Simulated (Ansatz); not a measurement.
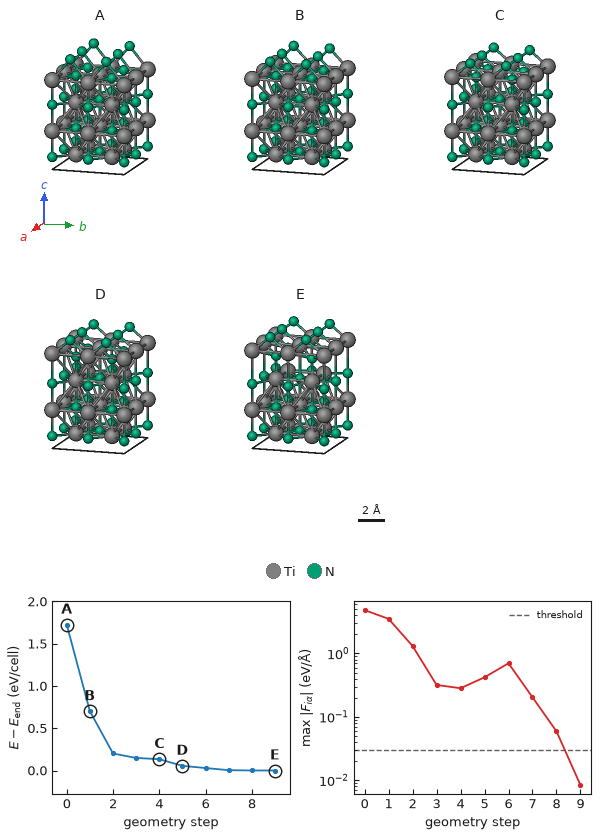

Frames of a constrained relaxation of a slab of composition Ti₄N₅ (cut from the Fm-3m phase), marked on the history of the run. The picture is a ball-and-stick view of the 2 × 2 repeat of the cell, outlined in the plane, without the vacuum, seen slightly off an axis.

Case: N put at a hollow Ti-Ti site. The slab is the (1 0 0) face of TiN with N on it. 4 atoms are held fixed.

Theory: Ansatz, DFT PBEsol, scalar-relativistic, plane waves, PAW. (plane-wave cutoff 420 eV; k-point mesh 10 × 10 × 1; occupations gaussian; smearing width 0.1 eV; no spin polarisation; dipole correction; atoms relaxed in a fixed cell; force threshold 0.03 eV/Å; at most 70 steps)

Question: What happens along the run?

Answer: The energy falls by 1.726 eV per cell of the calculation in 9 geometry steps. Largest force component: 4.8 eV/Å at the start, 0.0084 eV/Å at the end. The atom that moves furthest is a Ti atom (0.69 Å along the normal (+c)). By element the largest moves are Ti 0.69 Å, N 0.11 Å. The cell stays as it was. Some distances before and after: N–Ti 1.981 → 2.686 Å, N–Ti 2.320 → 1.899 Å, Ti–Ti 2.897 → 3.269 Å, N–Ti 2.155 → 1.869 Å. Among the angles between lasting bonds that change: Ti–N–Ti 171.2° → 146.4°, Ti–N–Ti 79.7° → 103.0°, Ti–N–Ti 85.6° → 106.8°. Cost: 3.5 min on 2 threads of Arm Neoverse V2, with other jobs on the host, peak memory 0.61 GiB. From step 0 to 1: an N atom moves most (0.19 Å), energy −1.024 eV per cell of the calculation. From step 1 to 4: a Ti atom moves most (0.15 Å), energy −0.567 eV per cell of the calculation. From step 4 to 5: a Ti atom moves most (0.20 Å), energy −78.9 meV per cell of the calculation. From step 5 to 9: Ti and N atoms move most (0.25 Å), energy −55.0 meV per cell of the calculation.

| step | E − E(0), meV/atom | largest force component, eV/Å |
| --- | --- | --- |
| 0 | 0.00 | 4.8362 |
| 1 | -113.82 | 3.5184 |
| 2 | -169.37 | 1.3127 |
| 3 | -175.26 | 0.3191 |
| 4 | -176.86 | 0.2827 |
| 5 | -185.63 | 0.4210 |
| 6 | -188.50 | 0.7007 |
| 7 | -191.33 | 0.2037 |
| 8 | -191.72 | 0.0592 |
| 9 | -191.74 | 0.0084 |

Limits of the set-up: the cell has an odd number of electrons but was run without spin polarisation; the periodic images lie only 3.0 Å apart, so the values are limited by the cell's size.
